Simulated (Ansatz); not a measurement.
In doubt: masses and optical values from hybrid runs of this build are listed as unsure (in some of the runs), which bears on the screening that GW takes from such a start.

Consider ZrSe2/ZrSe2 (1T multilayer).

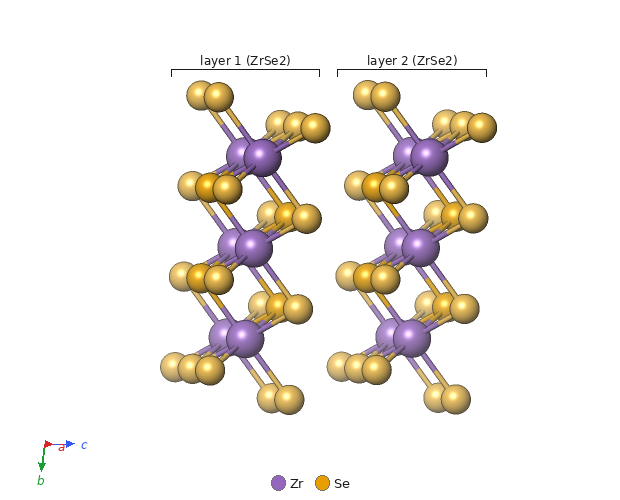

The structure (zirconium purple, selenium orange). 1×2×1 cells are drawn. Some periodic images of atoms are drawn too.

The cell holds 6 atoms: 2 Zr and 4 Se. Its edges and angles: a = 3.713 Å, b = 3.713 Å, c = 41.400 Å, α = 90.0°, β = 90.0°, γ = 120.0°. Regions: layer 1 (ZrSe2), 3 atoms (1 Zr and 2 Se); layer 2 (ZrSe2), 3 atoms (1 Zr and 2 Se). Vacuum lies along c.

```xyz
6
Lattice="3.7126 0.0000 0.0000 -1.8563 3.2152 0.0000 0.0000 0.0000 41.4000" Properties=species:S:1:pos:R:3
Zr    0.0000    0.0000   17.7248
Se    0.0000    2.1435   19.2972
Se    1.8563    1.0717   16.1600
Zr    0.0000    0.0000   23.6752
Se    0.0000    2.1435   25.2400
Se    1.8563    1.0717   22.1028
```

The structure was relaxed with LDA. The runs that relaxed it are not among those shown.

Gaps computed with Ansatz 0.2.0 without a self-energy: HSE06 0.88 eV and LDA 0.21 eV.

Q: Estimate the G0W0@HSE06 gap with 6×6×1 mesh, 273 empty bands, screening to 39 eV, PAW set soft_1 files.

About 1.10 eV: on its mesh the run moves the gap from 0.88 eV by +0.22 eV. Among the scalar-relativistic levels given, HSE06 is nearest (−0.22 eV). Bands and cutoff are finite, so the gap is not at the basis limit. The miss can reach some tenths of an eV and take either sign; the mesh is an error of its own. Mesh or cutoff lie under what a gap needs, so these runs test behaviour and cost; their gaps are not to be quoted. The mesh in the plane is coarse for a sheet; gap and any exciton binding can still move on denser ones. The many-body steps are scalar-relativistic: spin-orbit coupling is not in them.

[Paths, hosts, dates, memory and timing lines, banners, echoed tables and standing remarks are left out of the program output.]

[Logs are printed without paths, hosts, clocks, repeated set-up lines and the standing remarks that a program may print on its own settings, such as how far it seeks lower states.]

[Runs of the session that timed out or met a known fault of the program may be left out.]

[Cells called generated may have been cut or substituted from an entry of the Crystallography Open Database or the Materials Project.]

[Hosts, paths, dates, database ids (printed as entryN), source tags and the programs' standing remarks are cut or masked in the printed files.]
